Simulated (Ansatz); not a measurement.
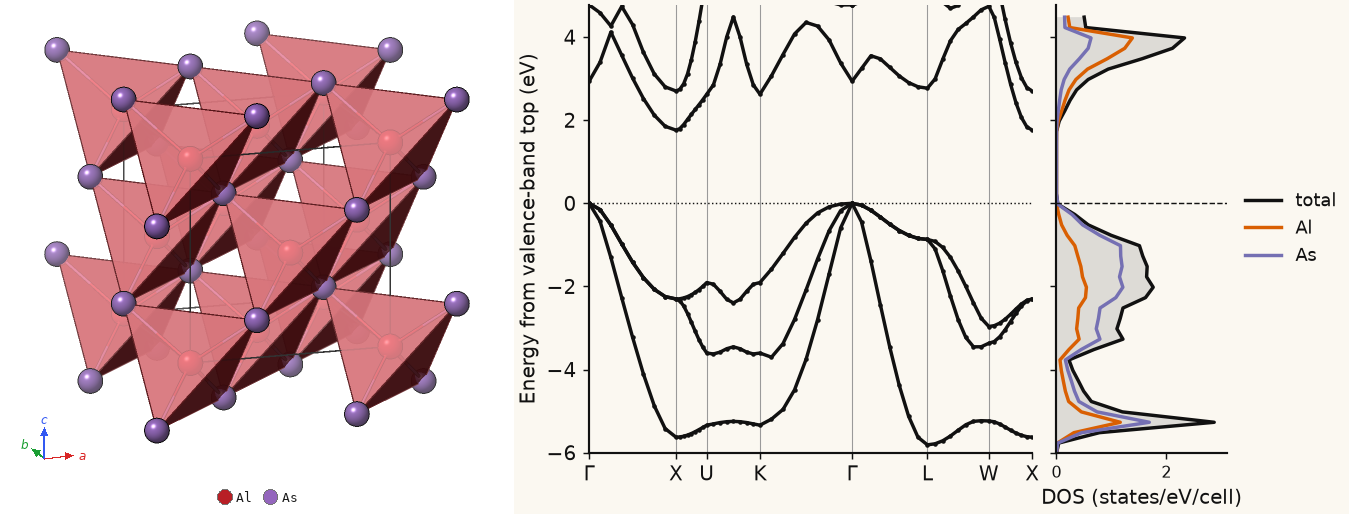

Band structure and density of states, beside the structure. Energies are counted from the top of the valence band. The path runs straight from each named point to the next. The partial curves are projected on Löwdin-orthogonalised atomic shells.

Calculation on AlAs, space group F-43m (No. 216), 2 atoms in the cell; a = 3.97 Å, b = 3.97 Å, c = 3.97 Å, α = 60.00°, β = 60.00°, γ = 60.00°.

Ansatz 0.2.0; DFT with r2SCAN, PAW plane waves, no spin polarisation, 8×8×8 k mesh.

Is there a gap? Give its size, its kind and where the band edges lie.

The bands leave a gap. The gap along this path is 1.76 eV and indirect, from the valence-band top at Γ to the conduction-band bottom at X; the smallest direct gap is 2.94 eV, at Γ.

Which states form the band edges?

By projected weight, the top eV of the valence band is As (85 %) and Al (15 %); the bottom eV of the conduction band is Al (75 %) and As (25 %).
